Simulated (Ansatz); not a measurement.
SnO

The calculation's input:

```
crystal:
  lattice:
    - [0.0, 2.7894611728, 2.5393584835]
    - [2.7894611728, 0.0, 2.5393584835]
    - [2.7894611728, 2.7894611728, 0.0]
  atoms:
    - { symbol: Sn, position: [0.0, 0.0, 0.0] }
    - { symbol: O, position: [0.25, 0.25, 0.25] }
kpoints:
  mp_grid: { grid: [8, 8, 8] }
  band_path:
    path:
      - [0.0, 0.0, 0.0]
      - [-0.5, -0.5, 0.0]
      - [-0.375, -0.375, 0.25]
      - [-0.375, 0.0, 0.375]
      - [0.0, 0.0, 0.5]
      - [-0.5, -0.25, 0.25]
      - [-0.5, -0.4, 0.1]
      - [0.25, -0.25, -0.5]
    npoints: 1
hamiltonian:
  xc: r2scan
scf:
  occupations: { method: fermi_dirac, width: 0.02 }
  n_extra_bands: 4
output:
  forces: true
  stress: true
  eigenvalues: true
  write_density: true
  write_potential: true
  elf: true
  volumetric_format: npy
```

Run with:

```sh
ansatz run input.yaml --threads 2 --pin off --max-ram 2211MiB --backend cpu --events-out ev --progress --plain --runs-dir out
```

Below, planes, directions and counts refer to the conventional cell (a = 3.94 Å, b = 3.94 Å, c = 5.08 Å, α = 90.00°, β = 90.00°, γ = 90.00°).

Space group I-4m2; started from the zincblende prototype, which need not be the ambient phase; changed on purpose from its base cell (epitaxial xy strain +3.0%).

Method: Ansatz, DFT, r2SCAN, plane waves, PAW.

In a PAW calculation such maps are meaningful between the atoms, not at the nuclei.

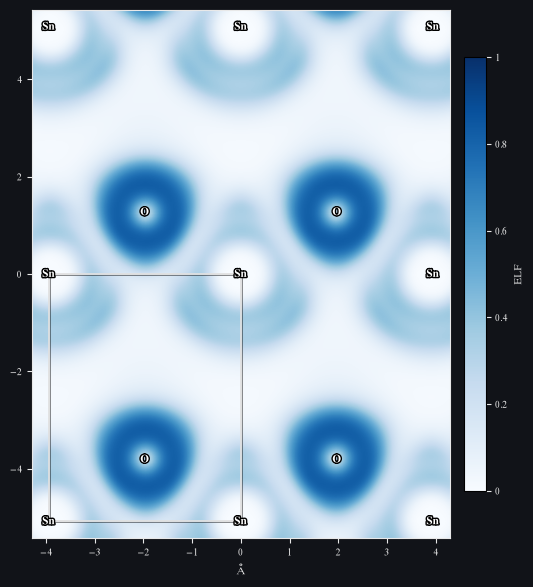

Figure 1. ELF on the (100) plane of the conventional cell.

Q: Interpret the plot.

A:
- The plane passes through Sn and O nuclei.
- Sn–O (2.35 Å): the ELF is about 0.20 at the midpoint: no localised pair shows between them.

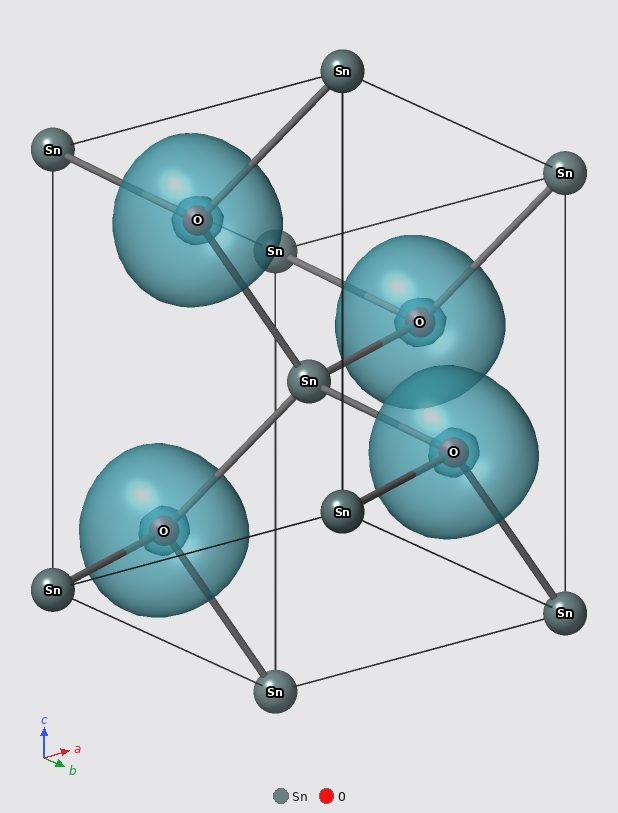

Figure 2. Isosurface of the ELF at 0.6 (cyan), seen at an oblique angle. Only the valence region is drawn (cores and ρ < 0.01 e/Å³ removed). Sticks mark near contacts.

Q: What do the ELF domains correspond to?

A: At this value the surface marks out two regions wrapped around O (the valence shell of each), counted in one cell of 4 atoms. Regions shared between cells count once.
